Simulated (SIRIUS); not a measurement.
**NiO: density, localisation and related maps**

```yaml
crystal:
  lattice:
    - [2.08590, -2.08590, 0.00000]
    - [-2.08590, 0.00000, -2.08590]
    - [4.17180, 4.17180, -4.17180]
  atoms:
    - { symbol: Ni, position: [0.33333, 0.66667, 0.66908] }
    - { symbol: Ni, position: [0.66667, 0.33333, 0.33575] }
    - { symbol: Ni, position: [0.00000, 0.00000, 0.00241] }
    - { symbol: O, position: [0.67107, 0.33567, 0.82792] }
    - { symbol: O, position: [0.33774, 0.66900, 0.16126] }
    - { symbol: O, position: [0.00440, 0.00234, 0.49459] }
```

Space group Cm; spin-polarised.

The calculation used Kohn-Sham DFT of a periodic cell, PBEsol, all-electron FP-LAPW (SIRIUS).

The calculation treats all electrons.

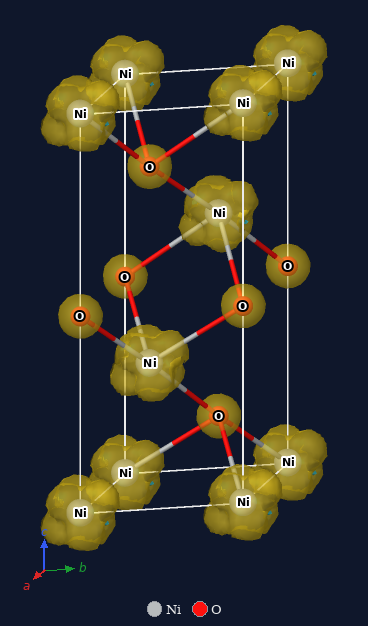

Figure 1. Isosurfaces of the spin density (up minus down) at +0.2 (yellow) and −0.2 e/Å³ (cyan), seen slightly off an axis. Sticks mark near contacts.

### Describe the spin distribution.

The spin density sits on Ni: +1.1 μB (×3) in one cell of 6 atoms, with smaller moments on other sites: O (up to +0.18 μB): parallel main moments, as they must be, since the calculation's own cell holds one magnetic site. The cell of the calculation (2 atoms) carries 1.4 μB of net spin moment.

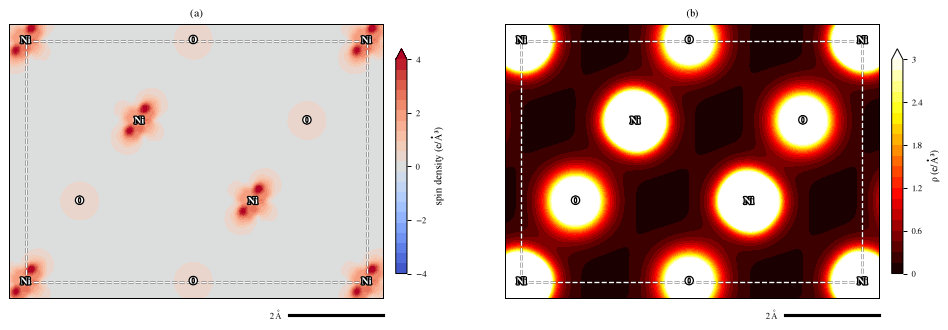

Figure 2. (a) spin density; (b) electron density on the (110) plane of the cell of the magnetic structure.

### Describe what can be read from this map.

- Atoms in the plane: Ni and O.
- Ni–O (2.06 Å): the density is about 0.49 e/Å³ at the midpoint.
- Ni–O (2.11 Å): the density is about 0.43 e/Å³ at the midpoint.
- Between the atoms the lowest density in this plane is 0.08 e/Å³.
